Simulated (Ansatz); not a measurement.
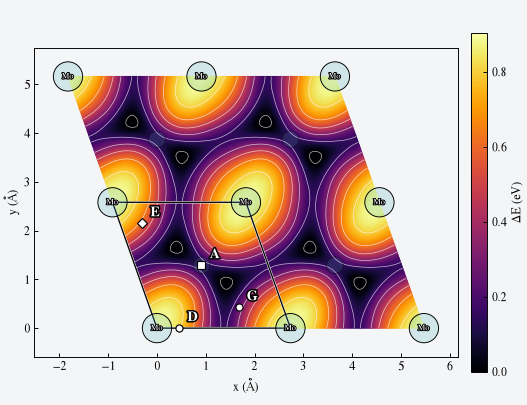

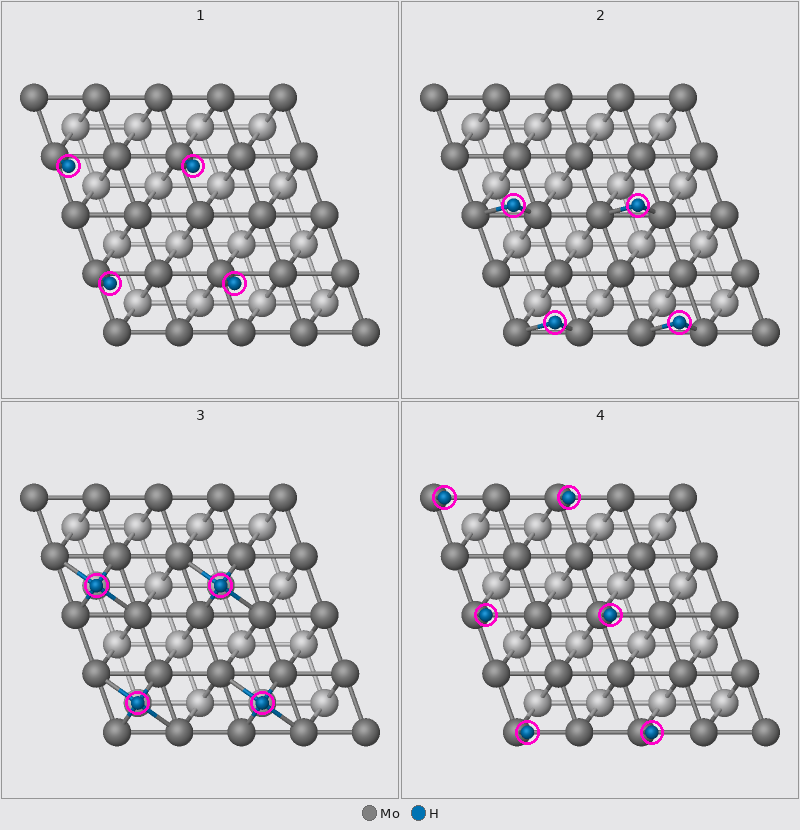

H on a Mo(110) slab cut from the Im-3m phase, its upper half relaxed before the scan (12 atoms of substrate and one adsorbate in a 2 × 2 cell). 
- H is moved over the surface cell; relaxed at each place: the height of the adsorbate's atoms; substrate rigid; the origin of the map has the adsorbate above Mo9.
- Places are given modulo a cell vector. The map is drawn in real space over the plane of the surface.
- Grid: 6 × 6 points; 13 points were computed and 23 follow by symmetry.
- Places are given in fractions of the 1 × 1 surface cell.
- Energies are in eV, from the lowest grid point.
- Method: DFT PBE, scalar-relativistic, plane waves, PAW in Ansatz 0.2.0. Settings: cutoff 420 eV, k-mesh 5×5×1, gaussian smearing 0.1 eV, no spin polarisation.

The picture shows a smooth colour map with a few white contour lines, labelled circles for the atoms of the top layer and small ones for the second layer, the outline of one cell of the 2 × 2 shown, lettered points. Between grid points the surface is interpolated. The numbered pictures are the structures at these points, in random order. Rings mark the moved atoms.

Which structure belongs to which point?

Answer. A is structure 3: a bridge site between two Mo atoms, over a second-layer Mo atom, (3/6, 3/6) of the cell vectors, 0.13 eV; D is structure 4: (1/6, 0/6) of the cell vectors [nearest 1 Mo at 1.76 Å], 0.81 eV; E is structure 1: (1/6, 5/6) of the cell vectors [nearest 1 Mo at 1.76 Å], 0.60 eV; G is structure 2: (4/6, 1/6) of the cell vectors [nearest 1 Mo at 1.78 Å], 0.25 eV.

PAW datasets: the set soft_1.
